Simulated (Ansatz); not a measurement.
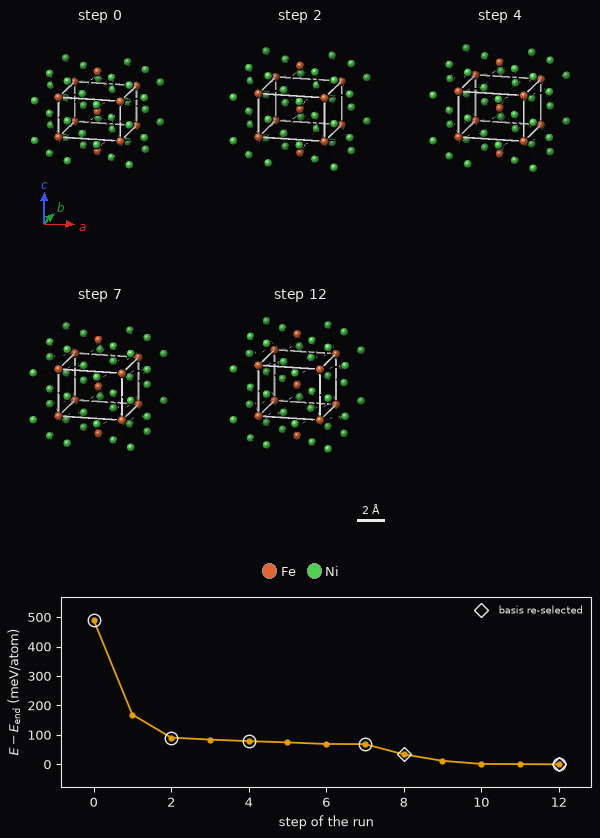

Frames of a relaxation of a crystal of FeNi2 (built on the rutile_136 type) (coarse preliminary run), marked on the history of the run. Style: ball-and-stick. Shown: the cell of the calculation, slightly off an axis.

Case: rutile type (P4_2/mnm, No. 136).

Method: DFT PBE, scalar-relativistic, plane waves, PAW in Ansatz 0.2.0.

Input
```yaml
crystal:
  lattice:
    - [4.8285537237, 0.0, 0.0]
    - [0.0, 4.8285537237, 0.0]
    - [0.0, 0.0, 3.1100762883]
  atoms:
    - { symbol: Fe, position: [0.0, 0.0, 0.0], spin: 1.87 }
    - { symbol: Fe, position: [0.5, 0.5, 0.5], spin: 1.87 }
    - { symbol: Ni, position: [0.306, 0.306, 0.0], spin: 0.64 }
    - { symbol: Ni, position: [0.194, 0.806, 0.5], spin: 0.64 }
    - { symbol: Ni, position: [0.694, 0.694, 0.0], spin: 0.64 }
    - { symbol: Ni, position: [0.806, 0.194, 0.5], spin: 0.64 }
basis:
  ecutwfc: 420
kpoints:
  mp_grid: { grid: [4, 4, 6] }
hamiltonian:
  xc: pbe
scf:
  occupations: { method: gaussian, width: 0.1 }
  lower_state_search: "off"
output:
  forces: true
  stress: true
  eigenvalues: true
  populations: true
magnetization:
  spin_polarized: true
relax:
  adjacent_minimum: "off"
  f_tol: 0.04
  max_steps: 70
  cell: { stress_tol: 0.4 }
```

Launched with:
```bash
ansatz run input.yaml --threads 1 --pin off --max-ram 2560MiB --backend cpu --events-out ev --progress --plain --runs-dir out
```

Q: What happens along the run?

A: Over 10 accepted moves (12 points after the start) the energy falls by 491 meV per atom. Largest force component: 1.2 eV/Å at the start, 0.014 eV/Å at the end. Pressure: 44.41 GPa at the start and 0.15 GPa at the end. At 2 points the geometry stayed and the basis and grid were re-selected for the new cell (energy shift of 34.7 meV per atom at most each time). The largest moves relative to the cell, 0.12 Å, are those of Ni3, Ni4, Ni5 and Ni6. Ni4 goes along [−1 1 0]. Fe stays in place. Cell: a = b 4.829 → 4.800 Å (−0.6 %), c 3.110 → 3.962 Å (+27.4 %). Volume +25.9 %. Among the contacts that change: Fe1–Ni4 2.043 → 2.315 Å, Ni3–Ni5 2.649 → 2.396 Å, Fe1–Ni3 2.090 → 2.196 Å. Bond angles that change, for instance: Ni4–Fe1–Ni6 80.9° → 62.3°, Ni4–Fe1–Ni4 99.1° → 117.7°, Fe2–Ni3–Fe2 99.1° → 117.7°. The space group stays P4_2/mnm (No. 136). From step 0 to 2: Ni atoms move most (0.02 Å), volume +24.3 %, energy −400 meV per atom. From step 2 to 4: Ni atoms move most (0.04 Å), volume +3.1 %, energy −12.0 meV per atom. From step 4 to 7: Ni atoms move most (0.05 Å), volume −3.3 %, energy −10.1 meV per atom. From step 7 to 12: Ni atoms move most (0.05 Å), volume +1.6 %, energy −68.7 meV per atom.
